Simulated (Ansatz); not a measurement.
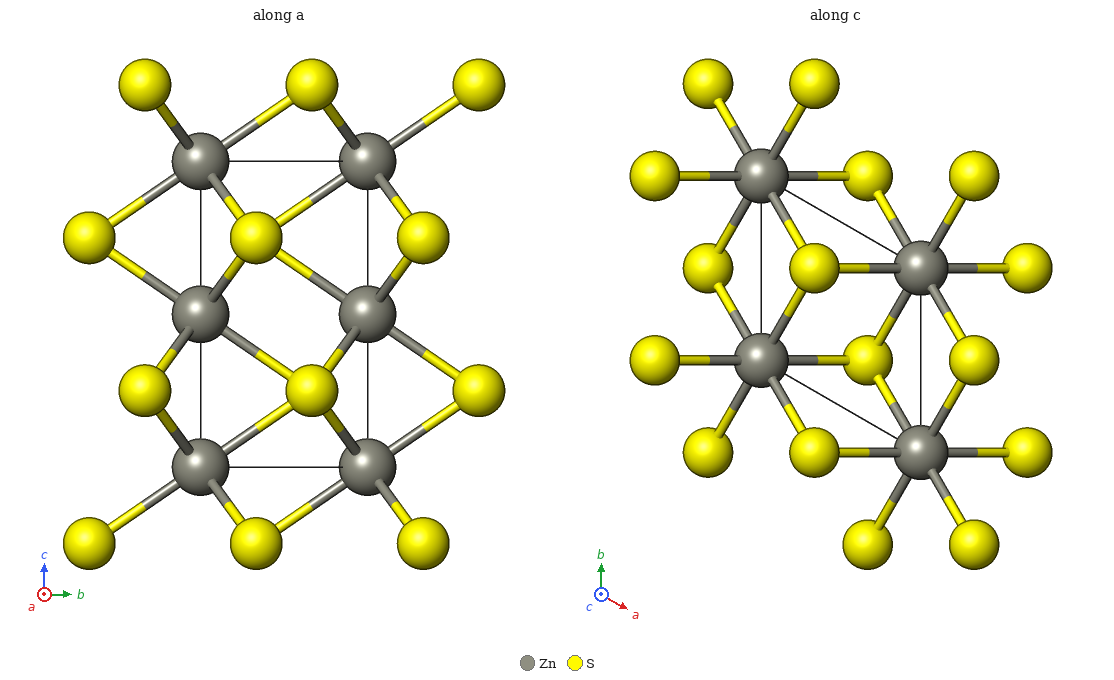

Ball-and-stick drawing of the structure, looking along the a axis and along the c axis. The parallelepiped is the conventional unit cell. A few atoms beyond the faces are included.

ZnS, space group P6_3/mmc (No. 194), a = 3.59 Å, b = 3.59 Å, c = 5.69 Å, α = 90.00°, β = 90.00°, γ = 120.00°.

The numbers come from DFT, PBE, plane waves, PAW in Ansatz 0.2.0, using an energy cutoff of 420 eV, k-mesh 12×12×4, Fermi-Dirac smearing of 0.02 eV, no spin polarisation.

Predict the gap.

Answer. A semiconductor at this level, with a gap of 0.53 eV, indirect; the smallest direct gap is 1.95 eV.

Under what pressure is the structure?

Answer. The computed pressure is 5.8 GPa (compressed: it would expand). The stress isn't hydrostatic: its largest component is 8.2 GPa.

The model was built from a structure type filled with these elements by a generator (whether the compound takes this form wasn't checked). The cell was then strained or its atoms displaced on purpose. A calculation with Ansatz used it as input.

At this level of theory the cell isn't at rest (compressed, at 6 GPa), so its distances can differ from those at equilibrium, the more so the softer the solid.
